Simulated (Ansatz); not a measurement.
System: C6O (slab).

Input file:

```
crystal:
  lattice:
    - [2.4650495083, 0.0, 0.0]
    - [-1.2325247541, 2.1347954958, 0.0]
    - [0.0, 0.0, 25.6987123425]
  atoms:
    - { symbol: C, position: [0.6666666667, 0.3333333333, 0.3307558716] }
    - { symbol: C, position: [0.3333333333, 0.6666666667, 0.3308185209] }
    - { symbol: C, position: [0.3333333333, 0.6666666667, 0.4610562199] }
    - { symbol: C, position: [0.0, 0.0, 0.4611188691] }
    - { symbol: C, position: [0.0, 0.0, 0.5913565682] }
    - { symbol: C, position: [0.6666666667, 0.3333333333, 0.5914192174] }
    - { symbol: O, position: [0.6666666667, 0.3333333333, 0.6466749042], spin: 2.0 }
basis:
  ecutwfc: 420
kpoints:
  mp_grid: { grid: [12, 12, 1] }
hamiltonian:
  xc: pbe
  dispersion: d3bj
scf:
  occupations: { method: gaussian, width: 0.05 }
output:
  forces: true
  eigenvalues: true
  populations: true
  write_density: true
  write_potential: true
  elf: true
  volumetric_format: npy
magnetization:
  spin_polarized: true
relax:
  adjacent_minimum: "off"
  f_tol: 0.03
  max_steps: 70
  constraints: [{ sites: [0, 1] }]
efield:
  axis: 3
  dipole_correction: true
  ramp_width: 0.04
```

Run with:

```sh
ansatz run input.yaml --threads 1 --pin off --max-ram 2560MiB --backend cpu --events-out ev --progress --plain --runs-dir out
```

The fields are those of the relaxed geometry.

The program warned that a starting moment wasn't kept; spin-polarised.

Theory: DFT PBE+D3(BJ), scalar-relativistic, plane waves, PAW (Ansatz 0.2.0).

Q: Predict the valence pseudo-density, electron localisation function and spin density between the atoms.

A: C–O (1.42 Å): the density is about 2 e/Å³ at the midpoint; the ELF peaks at about 0.85 between the atoms.
C–C (1.42 Å): the density is about 2 e/Å³ at the midpoint; the ELF peaks at about 0.95 between the atoms.
C–C (1.47 Å): ρ is about 1.9 e/Å³ halfway; the ELF peaks at about 0.95 between the atoms.
The spin density sits on O: +0.7 μB in one cell of 7 atoms, with smaller moments on C (up to +0.18 μB): with much of the spin spread outside that site. The cell of the calculation (7 atoms) carries 1.3 μB of net spin moment.

Q: Does the calculation make it a metal, or give it a gap?

A: It is metallic or semimetallic at this level of theory: no gap opens.

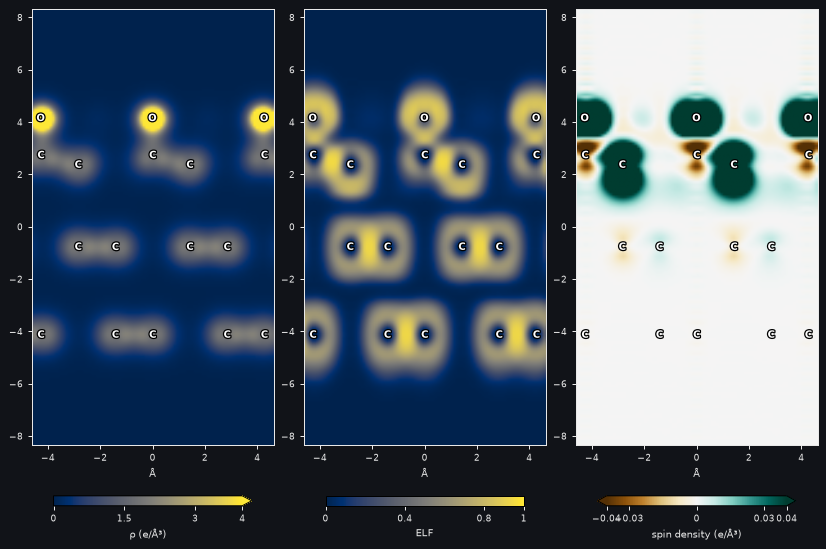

Computed valence pseudo-density, electron localisation function and spin density on the (110) plane of the calculation cell, a cut from vacuum to vacuum, in this order. 

In a PAW calculation such maps are meaningful between the atoms, not at the nuclei.
